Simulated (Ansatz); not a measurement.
**Run report: CuO, geometry relaxation (part 3 of 3)**

Continued. System: CuO (4 atoms in the cell). Method: DFT PBE+U, scalar-relativistic, plane waves, PAW, Ueff = 4 eV on Cu d, spin-polarised (Ansatz 0.2.0); cutoff 420 eV, 8×8×4 k-mesh, Gaussian smearing of 0.05 eV, collinear spins. The structure derives from an entry of the Crystallography Open Database.

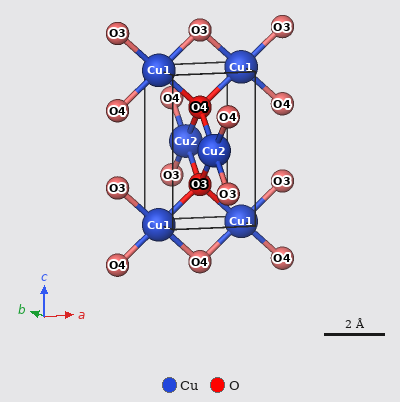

Fig. 1: The geometry at step 4 of the log (ball-and-stick view of the cell of the calculation, seen slightly off an axis; neighbours outside the cell are drawn fainter; atoms are numbered from 1 in the order of the input).

## The input
```yaml
crystal:
  lattice:
    - [2.116673569, -2.059908377, 0.1667447452]
    - [2.116673569, 2.059908377, 0.1667447452]
    - [-0.4096454833, 0.0, 5.1378100173]
  atoms:
    - { symbol: Cu, position: [0.0, 0.5, 0.0], spin: 0.62 }
    - { symbol: Cu, position: [0.5, 0.0, 0.5], spin: 0.62 }
    - { symbol: O, position: [0.5002234331, 0.4997765669, 0.25] }
    - { symbol: O, position: [0.4997765669, 0.5002234331, 0.75] }
basis:
  ecutwfc: 420
  ecutrho_ratio: 4
kpoints:
  mp_grid: { grid: [8, 8, 4] }
hamiltonian:
  xc: pbe
  hubbard:
    sites:
      - { species: Cu, l: d, u_eff: 4.0, starting_ns: start.occupation_matrices }
    ns_hold: { iters: 6 }
scf:
  occupations: { method: gaussian, width: 0.05 }
  lower_state_search: "off"
output:
  forces: true
  stress: true
  eigenvalues: true
  populations: true
magnetization:
  spin_polarized: true
relax:
  f_tol: 0.04
  max_steps: 40
  cell: { stress_tol: 0.4, fix: [volume] }
```

Command:
```bash
ansatz run input.yaml --threads 4 --pin off --max-ram 10240MiB --backend cpu --events-out ev --progress --plain --runs-dir out
```

## Key numbers

| quantity | value |
| --- | --- |
| outcome | converged |
| space group (tolerance 0.01 Å) | Cccm (66) |
| electrons treated | 50 |
| free energy | −14380.8930 eV |
| Fermi energy | 10.137 eV |
| gap on the k-point mesh | none (metallic) |
| net moment of the cell | 1.84 μB |
| integrated absolute moment | 1.90 μB |
| pressure | 0.82 GPa |
| final volume | 45.08 Å³ |
| largest force (length of the vector) at the end | under 0.001 eV/Å |
| final cell | a = 2.942 Å, b = 2.942 Å, c = 5.210 Å, α = 90.03°, β = 90.03°, γ = 88.59° |
| hardware | 4 threads of Arm Neoverse V2, 24 GiB of memory available, shared host |
| wall time | 17 s (CPU time 66 s) |
| peak memory | 0.53 GiB |
